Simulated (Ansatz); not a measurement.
# Geometry relaxation, with input and output: AlAs (part 2 of 3)

Continued. System: AlAs (slab, 8 atoms in the cell). Method: DFT PBE, scalar-relativistic, plane waves, PAW, no spin polarisation (Ansatz 0.2.0); cutoff 420 eV, 9×9×1 k-mesh, Gaussian smearing of 0.05 eV. The structure derives from an entry of the Crystallography Open Database. It belongs to a series of runs on one base structure; here: (1 1 1) slab, atoms relaxed.

Geometry of the input (Å; fractional positions):
```
4.0500  0.0000  0.0000
-2.0250  3.5074  0.0000
0.0000  0.0000  25.7472
As 0.0000  0.0000  0.2913
Al 0.3333  0.6667  0.3234
As 0.3333  0.6667  0.4197
Al 0.6667  0.3333  0.4518
As 0.6667  0.3333  0.5482
Al 0.0000  0.0000  0.5803
As 0.0000  0.0000  0.6766
Al 0.3333  0.6667  0.7087
```

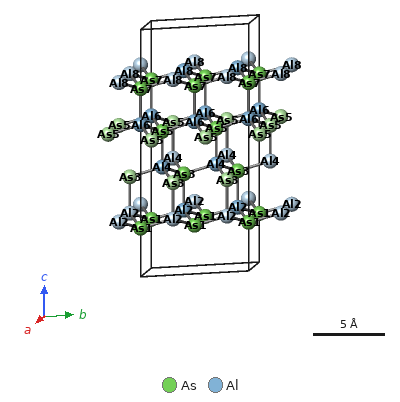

The geometry at step 4 of the log (ball-and-stick view of the 1 × 2 repeat of the cell, with the vacuum cut short, seen slightly off an axis; neighbours outside the cell are drawn fainter; atoms are numbered from 1 in the order of the input).

### The program's output, continued
```
SCF iter   1: F=—  HF=-21575.995184 eV  |F-HF|=—  |Δ(HF+E_count)|=         —  Δρ=4.26e-3  dr2=2.35e0  ethr=3.10e-3  p=0.184 e·Å  D=9.12e-2 V/Å  ΔV_dip=-2.35 eV  dr2_dipole=2.07e0  V_vac-E_F(+/−)=3.49/5.84 eV  ⟨swp⟩=3.2  Hψ=859  notcnv=0  defer=29
efield: sawtooth ramp at fractional position 0.9800 (handed on by an earlier solve), width 0.0400; the density the first Hamiltonian is built on has a dipole p = 0.184 e·Å; the dipole correction subtracts the counter field D = 9.12e-2 V/Å, which shifts the + side's vacuum level by -2.35 eV against the − side's; the planar-averaged density in the ramp window peaks in size at 1.0e-6 e/Å³
preconditioner: auto → LDOS  [insulator: Δε(μ)=0.098 eV  Ē_g=7.716 eV  σ=0.050 eV  W_gap=0.77  n_scr=70 (ndim 8)  ℏωp=11.0 eV  f_vac=0.448  D(μ)=2.92/eV (n_scr^D=8)  ε∞_Penn≈3.0  β→1.0]
SCF iter   2: F=—  HF=-21576.140088 eV  |F-HF|=—  |Δ(HF+E_count)|=   1.45e-1  Δρ=1.33e-2  dr2=2.43e1  ethr=3.10e-3  p=0.224 e·Å  D=1.11e-1 V/Å  ΔV_dip=-2.86 eV  dr2_dipole=2.19e1  V_vac-E_F(+/−)=3.19/6.05 eV  ⟨swp⟩=1.4  Hψ=632  notcnv=0  defer=28  recentre
SCF iter   3: F=—  HF=-21575.984901 eV  |F-HF|=—  |Δ(HF+E_count)|=   1.55e-1  Δρ=3.22e-3  dr2=1.32e0  ethr=3.10e-3  p=0.186 e·Å  D=9.22e-2 V/Å  ΔV_dip=-2.37 eV  dr2_dipole=1.17e0  V_vac-E_F(+/−)=3.49/5.86 eV  ⟨swp⟩=1.0  Hψ=496  notcnv=0  defer=28
SCF iter   4: F=—  HF=-21575.975149 eV  |F-HF|=—  |Δ(HF+E_count)|=   9.75e-3  Δρ=6.80e-4  dr2=5.21e-2  ethr=1.83e-3  p=0.193 e·Å  D=9.56e-2 V/Å  ΔV_dip=-2.46 eV  dr2_dipole=4.39e-2  V_vac-E_F(+/−)=3.44/5.90 eV  ⟨swp⟩=1.3  Hψ=629  notcnv=0  defer=29
SCF iter   5: F=—  HF=-21575.976053 eV  |F-HF|=—  |Δ(HF+E_count)|=   9.05e-4  Δρ=1.14e-3  dr2=1.59e-1  ethr=7.24e-5  p=0.194 e·Å  D=9.57e-2 V/Å  ΔV_dip=-2.47 eV  dr2_dipole=1.35e-1  V_vac-E_F(+/−)=3.45/5.91 eV  ⟨swp⟩=1.0  Hψ=495  notcnv=0  defer=31
SCF iter   6: F=—  HF=-21575.974767 eV  |F-HF|=—  |Δ(HF+E_count)|=   1.29e-3  Δρ=2.12e-4  dr2=2.09e-3  ethr=7.24e-5  p=0.195 e·Å  D=9.62e-2 V/Å  ΔV_dip=-2.48 eV  dr2_dipole=1.80e-3  V_vac-E_F(+/−)=3.44/5.91 eV  ⟨swp⟩=1.0  Hψ=495  notcnv=0  defer=31
SCF iter   7: F=—  HF=-21575.974896 eV  |F-HF|=—  |Δ(HF+E_count)|=   1.29e-4  Δρ=1.34e-4  dr2=2.15e-3  ethr=2.91e-6  p=0.194 e·Å  D=9.62e-2 V/Å  ΔV_dip=-2.48 eV  dr2_dipole=1.94e-3  V_vac-E_F(+/−)=3.44/5.91 eV  ⟨swp⟩=1.7  Hψ=521  notcnv=0  defer=31
SCF iter   8: F=—  HF=-21575.974885 eV  |F-HF|=—  |Δ(HF+E_count)|=   1.07e-5  Δρ=3.47e-5  dr2=1.09e-4  ethr=2.91e-6  p=0.194 e·Å  D=9.61e-2 V/Å  ΔV_dip=-2.47 eV  dr2_dipole=9.41e-5  V_vac-E_F(+/−)=3.44/5.91 eV  ⟨swp⟩=1.0  Hψ=495  notcnv=0  defer=31
SCF iter   9: F=-21575.974877 eV  HF=-21575.974881 eV  |F-HF|=4.36e-6  |Δ(HF+E_count)|=   3.74e-6  Δρ=1.45e-5  dr2=4.99e-6  ethr=3.69e-8  p=0.194 e·Å  D=9.61e-2 V/Å  ΔV_dip=-2.47 eV  dr2_dipole=5.86e-8  V_vac-E_F(+/−)=3.44/5.91 eV  ⟨swp⟩=21.1  Hψ=5151  notcnv=0
SCF 2 converged in 9 iterations: F = -21575.974877 eV  dr2 = 4.99e-6
relax step   2: F+E_penalty+E_count = -21575.97487693 eV  Δ(F+E_penalty+E_count) = -5.862e-2 eV  max|allowed force component| = 2.229e-1 eV/Å  Δτ_max = 0.0425 Å  (9 SCF iters, dr2 threshold 2.66e-5 eV, accepted)
iter 1 solved again at ethr=5.60e-4 eV; its pass at ethr=3.10e-3 eV (dr2=4.04e-1 eV) is discarded
SCF iter   1: F=—  HF=-21575.990931 eV  |F-HF|=—  |Δ(HF+E_count)|=         —  Δρ=2.10e-3  dr2=3.54e-1  ethr=5.60e-4  p=0.194 e·Å  D=9.61e-2 V/Å  ΔV_dip=-2.47 eV  dr2_dipole=2.91e-1  V_vac-E_F(+/−)=3.42/5.90 eV  ⟨swp⟩=1.2  Hψ=1466  notcnv=0  defer=32
efield: sawtooth ramp at fractional position 0.9800 (handed on by an earlier solve), width 0.0400; the density the first Hamiltonian is built on has a dipole p = 0.194 e·Å; the dipole correction subtracts the counter field D = 9.61e-2 V/Å, which shifts the + side's vacuum level by -2.47 eV against the − side's; the planar-averaged density in the ramp window peaks in size at 8.0e-7 e/Å³
preconditioner: auto → LDOS  [insulator: Δε(μ)=0.051 eV  Ē_g=7.686 eV  σ=0.050 eV  W_gap=0.52  n_scr=70 (ndim 8)  ℏωp=11.0 eV  f_vac=0.446  D(μ)=6.12/eV (n_scr^D=14)  ε∞_Penn≈3.0  β→1.0]
SCF iter   2: F=—  HF=-21575.990493 eV  |F-HF|=—  |Δ(HF+E_count)|=   4.38e-4  Δρ=2.22e-3  dr2=6.76e-1  ethr=4.92e-4  p=0.198 e·Å  D=9.80e-2 V/Å  ΔV_dip=-2.52 eV  dr2_dipole=5.95e-1  V_vac-E_F(+/−)=3.36/5.88 eV  ⟨swp⟩=1.3  Hψ=500  notcnv=0  defer=32
SCF iter   3: F=—  HF=-21575.986911 eV  |F-HF|=—  |Δ(HF+E_count)|=   3.58e-3  Δρ=5.58e-4  dr2=3.45e-2  ethr=4.92e-4  p=0.195 e·Å  D=9.65e-2 V/Å  ΔV_dip=-2.49 eV  dr2_dipole=2.78e-2  V_vac-E_F(+/−)=3.40/5.88 eV  ⟨swp⟩=1.2  Hψ=498  notcnv=0  defer=32
SCF iter   4: F=—  HF=-21575.986650 eV  |F-HF|=—  |Δ(HF+E_count)|=   2.61e-4  Δρ=1.38e-4  dr2=6.70e-4  ethr=4.79e-5  p=0.195 e·Å  D=9.65e-2 V/Å  ΔV_dip=-2.48 eV  dr2_dipole=5.70e-5  V_vac-E_F(+/−)=3.39/5.87 eV  ⟨swp⟩=1.0  Hψ=551  notcnv=0  defer=32
SCF iter   5: F=—  HF=-21575.986654 eV  |F-HF|=—  |Δ(HF+E_count)|=   4.13e-6  Δρ=9.51e-5  dr2=3.62e-4  ethr=9.31e-7  p=0.195 e·Å  D=9.63e-2 V/Å  ΔV_dip=-2.48 eV  dr2_dipole=1.59e-4  V_vac-E_F(+/−)=3.39/5.87 eV  ⟨swp⟩=2.0  Hψ=603  notcnv=0  defer=32
SCF iter   6: F=—  HF=-21575.986635 eV  |F-HF|=—  |Δ(HF+E_count)|=   1.84e-5  Δρ=6.66e-5  dr2=2.07e-4  ethr=5.03e-7  p=0.195 e·Å  D=9.62e-2 V/Å  ΔV_dip=-2.48 eV  dr2_dipole=1.23e-4  V_vac-E_F(+/−)=3.39/5.87 eV  ⟨swp⟩=1.3  Hψ=502  notcnv=0  defer=32
SCF iter   7: F=—  HF=-21575.986628 eV  |F-HF|=—  |Δ(HF+E_count)|=   7.48e-6  Δρ=3.06e-5  dr2=5.01e-5  ethr=2.87e-7  p=0.194 e·Å  D=9.61e-2 V/Å  ΔV_dip=-2.47 eV  dr2_dipole=2.96e-5  V_vac-E_F(+/−)=3.40/5.87 eV  ⟨swp⟩=1.2  Hψ=498  notcnv=0  defer=32
SCF iter   8: F=—  HF=-21575.986626 eV  |F-HF|=—  |Δ(HF+E_count)|=   1.87e-6  Δρ=1.52e-5  dr2=1.56e-5  ethr=6.95e-8  p=0.194 e·Å  D=9.61e-2 V/Å  ΔV_dip=-2.47 eV  dr2_dipole=1.25e-5  V_vac-E_F(+/−)=3.40/5.87 eV  ⟨swp⟩=1.9  Hψ=604  notcnv=0  defer=32
SCF iter   9: F=—  HF=-21575.986626 eV  |F-HF|=—  |Δ(HF+E_count)|=   1.71e-7  Δρ=7.89e-6  dr2=4.03e-6  ethr=2.16e-8  p=0.194 e·Å  D=9.61e-2 V/Å  ΔV_dip=-2.47 eV  dr2_dipole=3.38e-6  V_vac-E_F(+/−)=3.40/5.87 eV  ⟨swp⟩=1.3  Hψ=530  notcnv=0  defer=32
iter 10 did not close the SCF: its close was put off until two iterations running show no level that it waits for move by more than its bar (scf_convergence_deferred on its scf_iter line)
SCF iter  10: F=-21575.986625 eV  HF=-21575.986626 eV  |F-HF|=1.19e-6  |Δ(HF+E_count)|=   3.96e-8  Δρ=3.33e-6  dr2=6.77e-7  ethr=4.31e-9  p=0.194 e·Å  D=9.61e-2 V/Å  ΔV_dip=-2.47 eV  dr2_dipole=5.70e-7  V_vac-E_F(+/−)=3.40/5.87 eV  ⟨swp⟩=20.6  Hψ=4445  notcnv=0
SCF iter  11: F=-21575.986626 eV  HF=-21575.986626 eV  |F-HF|=3.30e-8  |Δ(HF+E_count)|=   6.53e-9  Δρ=1.31e-6  dr2=3.07e-8  ethr=9.40e-10  p=0.194 e·Å  D=9.61e-2 V/Å  ΔV_dip=-2.47 eV  dr2_dipole=1.77e-8  V_vac-E_F(+/−)=3.40/5.87 eV  ⟨swp⟩=8.4  Hψ=3299  notcnv=0
SCF 3 converged in 11 iterations: F = -21575.986626 eV  dr2 = 3.07e-8
relax step   3: F+E_penalty+E_count = -21575.98662588 eV  Δ(F+E_penalty+E_count) = -1.175e-2 eV  max|allowed force component| = 1.012e-1 eV/Å  Δτ_max = 0.0507 Å  (11 SCF iters, dr2 threshold 3.10e-6 eV, accepted)
SCF iter   1: F=—  HF=-21575.988896 eV  |F-HF|=—  |Δ(HF+E_count)|=         —  Δρ=8.38e-4  dr2=2.11e-2  ethr=1.24e-3  p=0.194 e·Å  D=9.61e-2 V/Å  ΔV_dip=-2.47 eV  dr2_dipole=1.91e-2  V_vac-E_F(+/−)=3.39/5.86 eV  ⟨swp⟩=2.1  Hψ=791  notcnv=0  defer=32
efield: sawtooth ramp at fractional position 0.9800 (handed on by an earlier solve), width 0.0400; the density the first Hamiltonian is built on has a dipole p = 0.194 e·Å; the dipole correction subtracts the counter field D = 9.61e-2 V/Å, which shifts the + side's vacuum level by -2.47 eV against the − side's; the planar-averaged density in the ramp window peaks in size at 8.7e-7 e/Å³
preconditioner: auto → LDOS  [metal: Δε(μ)=0.029 eV  Ē_g=7.685 eV  σ=0.050 eV  W_gap=0.31  n_scr=70 (ndim 8)  ℏωp=11.0 eV  f_vac=0.447  D(μ)=8.63/eV (n_scr^D=70)  β→1.0]
SCF iter   2: F=—  HF=-21575.988764 eV  |F-HF|=—  |Δ(HF+E_count)|=   1.32e-4  Δρ=3.38e-4  dr2=1.39e-3  ethr=2.92e-5  p=0.191 e·Å  D=9.43e-2 V/Å  ΔV_dip=-2.43 eV  dr2_dipole=3.78e-4  V_vac-E_F(+/−)=3.40/5.83 eV  ⟨swp⟩=2.0  Hψ=770  notcnv=0  defer=32
SCF iter   3: F=—  HF=-21575.988691 eV  |F-HF|=—  |Δ(HF+E_count)|=   7.33e-5  Δρ=3.06e-4  dr2=9.81e-3  ethr=1.93e-6  p=0.190 e·Å  D=9.40e-2 V/Å  ΔV_dip=-2.42 eV  dr2_dipole=7.70e-3  V_vac-E_F(+/−)=3.40/5.82 eV  ⟨swp⟩=2.0  Hψ=751  notcnv=0  defer=32
SCF iter   4: F=—  HF=-21575.988562 eV  |F-HF|=—  |Δ(HF+E_count)|=   1.28e-4  Δρ=7.82e-5  dr2=2.08e-4  ethr=1.93e-6  p=0.190 e·Å  D=9.41e-2 V/Å  ΔV_dip=-2.42 eV  dr2_dipole=5.14e-5  V_vac-E_F(+/−)=3.40/5.82 eV  ⟨swp⟩=1.9  Hψ=637  notcnv=0  defer=32
SCF iter   5: F=—  HF=-21575.988617 eV  |F-HF|=—  |Δ(HF+E_count)|=   5.48e-5  Δρ=3.94e-5  dr2=5.34e-5  ethr=2.89e-7  p=0.189 e·Å  D=9.36e-2 V/Å  ΔV_dip=-2.41 eV  dr2_dipole=1.18e-5  V_vac-E_F(+/−)=3.40/5.81 eV  ⟨swp⟩=2.0  Hψ=531  notcnv=0  defer=32
SCF iter   6: F=—  HF=-21575.988614 eV  |F-HF|=—  |Δ(HF+E_count)|=   2.96e-6  Δρ=2.22e-5  dr2=2.72e-5  ethr=7.42e-8  p=0.189 e·Å  D=9.34e-2 V/Å  ΔV_dip=-2.41 eV  dr2_dipole=1.68e-5  V_vac-E_F(+/−)=3.40/5.81 eV  ⟨swp⟩=2.0  Hψ=543  notcnv=0  defer=32
SCF iter   7: F=—  HF=-21575.988613 eV  |F-HF|=—  |Δ(HF+E_count)|=   1.12e-6  Δρ=1.03e-5  dr2=6.34e-6  ethr=3.77e-8  p=0.189 e·Å  D=9.34e-2 V/Å  ΔV_dip=-2.40 eV  dr2_dipole=5.38e-6  V_vac-E_F(+/−)=3.40/5.81 eV  ⟨swp⟩=1.6  Hψ=528  notcnv=0  defer=32
SCF iter   8: F=-21575.988612 eV  HF=-21575.988613 eV  |F-HF|=5.79e-7  |Δ(HF+E_count)|=   1.00e-7  Δρ=4.47e-6  dr2=4.80e-7  ethr=1.66e-9  p=0.189 e·Å  D=9.34e-2 V/Å  ΔV_dip=-2.41 eV  dr2_dipole=2.03e-7  V_vac-E_F(+/−)=3.40/5.81 eV  ⟨swp⟩=17.2  Hψ=4365  notcnv=0
SCF 4 converged in 8 iterations: F = -21575.988612 eV  dr2 = 4.80e-7
relax step   4: F+E_penalty+E_count = -21575.98861234 eV  Δ(F+E_penalty+E_count) = -1.986e-3 eV  max|allowed force component| = 7.067e-2 eV/Å  Δτ_max = 0.0288 Å  (8 SCF iters, dr2 threshold 1.20e-6 eV, accepted)
SCF iter   1: F=—  HF=-21575.989904 eV  |F-HF|=—  |Δ(HF+E_count)|=         —  Δρ=6.46e-4  dr2=2.98e-3  ethr=3.99e-4  p=0.189 e·Å  D=9.34e-2 V/Å  ΔV_dip=-2.41 eV  dr2_dipole=4.57e-4  V_vac-E_F(+/−)=3.40/5.80 eV  ⟨swp⟩=2.8  Hψ=918  notcnv=0  defer=32
efield: sawtooth ramp at fractional position 0.9800 (handed on by an earlier solve), width 0.0400; the density the first Hamiltonian is built on has a dipole p = 0.189 e·Å; the dipole correction subtracts the counter field D = 9.34e-2 V/Å, which shifts the + side's vacuum level by -2.41 eV against the − side's; the planar-averaged density in the ramp window peaks in size at 9.8e-7 e/Å³
preconditioner: auto → LDOS  [metal: Δε(μ)=0.025 eV  Ē_g=7.695 eV  σ=0.050 eV  W_gap=0.26  n_scr=70 (ndim 8)  ℏωp=11.0 eV  f_vac=0.449  D(μ)=8.31/eV (n_scr^D=58)  β→1.0]
SCF iter   2: F=—  HF=-21575.989559 eV  |F-HF|=—  |Δ(HF+E_count)|=   3.45e-4  Δρ=2.54e-4  dr2=4.81e-4  ethr=4.13e-6  p=0.189 e·Å  D=9.34e-2 V/Å  ΔV_dip=-2.40 eV  dr2_dipole=1.36e-4  V_vac-E_F(+/−)=3.40/5.81 eV  ⟨swp⟩=2.0  Hψ=792  notcnv=0  defer=32
SCF iter   3: F=—  HF=-21575.989658 eV  |F-HF|=—  |Δ(HF+E_count)|=   9.91e-5  Δρ=1.11e-4  dr2=3.13e-4  ethr=6.69e-7  p=0.189 e·Å  D=9.33e-2 V/Å  ΔV_dip=-2.40 eV  dr2_dipole=1.41e-4  V_vac-E_F(+/−)=3.40/5.81 eV  ⟨swp⟩=2.0  Hψ=666  notcnv=0  defer=32
SCF iter   4: F=—  HF=-21575.989656 eV  |F-HF|=—  |Δ(HF+E_count)|=   1.51e-6  Δρ=6.03e-5  dr2=4.13e-5  ethr=4.34e-7  p=0.189 e·Å  D=9.33e-2 V/Å  ΔV_dip=-2.40 eV  dr2_dipole=1.05e-5  V_vac-E_F(+/−)=3.40/5.80 eV  ⟨swp⟩=1.2  Hψ=499  notcnv=0  defer=32
SCF iter   5: F=—  HF=-21575.989655 eV  |F-HF|=—  |Δ(HF+E_count)|=   1.47e-6  Δρ=2.87e-5  dr2=9.42e-6  ethr=5.73e-8  p=0.188 e·Å  D=9.32e-2 V/Å  ΔV_dip=-2.40 eV  dr2_dipole=2.75e-6  V_vac-E_F(+/−)=3.40/5.80 eV  ⟨swp⟩=2.0  Hψ=664  notcnv=0  defer=32
SCF iter   6: F=—  HF=-21575.989656 eV  |F-HF|=—  |Δ(HF+E_count)|=   7.10e-7  Δρ=1.25e-5  dr2=4.50e-6  ethr=1.31e-8  p=0.188 e·Å  D=9.32e-2 V/Å  ΔV_dip=-2.40 eV  dr2_dipole=1.47e-6  V_vac-E_F(+/−)=3.40/5.80 eV  ⟨swp⟩=2.0  Hψ=659  notcnv=0  defer=32
SCF iter   7: F=—  HF=-21575.989656 eV  |F-HF|=—  |Δ(HF+E_count)|=   9.68e-8  Δρ=6.18e-6  dr2=1.93e-6  ethr=6.25e-9  p=0.188 e·Å  D=9.32e-2 V/Å  ΔV_dip=-2.40 eV  dr2_dipole=7.67e-7  V_vac-E_F(+/−)=3.40/5.80 eV  ⟨swp⟩=1.6  Hψ=533  notcnv=0  defer=32
SCF iter   8: F=-21575.989655 eV  HF=-21575.989656 eV  |F-HF|=4.40e-7  |Δ(HF+E_count)|=   4.78e-8  Δρ=3.88e-6  dr2=4.25e-7  ethr=1.43e-9  p=0.188 e·Å  D=9.32e-2 V/Å  ΔV_dip=-2.40 eV  dr2_dipole=1.90e-8  V_vac-E_F(+/−)=3.40/5.80 eV  ⟨swp⟩=18.2  Hψ=4460  notcnv=0
SCF 5 converged in 8 iterations: F = -21575.989655 eV  dr2 = 4.25e-7
relax step   5: F+E_penalty+E_count = -21575.98965511 eV  Δ(F+E_penalty+E_count) = -1.043e-3 eV  max|allowed force component| = 4.568e-2 eV/Å  Δτ_max = 0.0287 Å  (8 SCF iters, dr2 threshold 1.03e-6 eV, accepted)
```
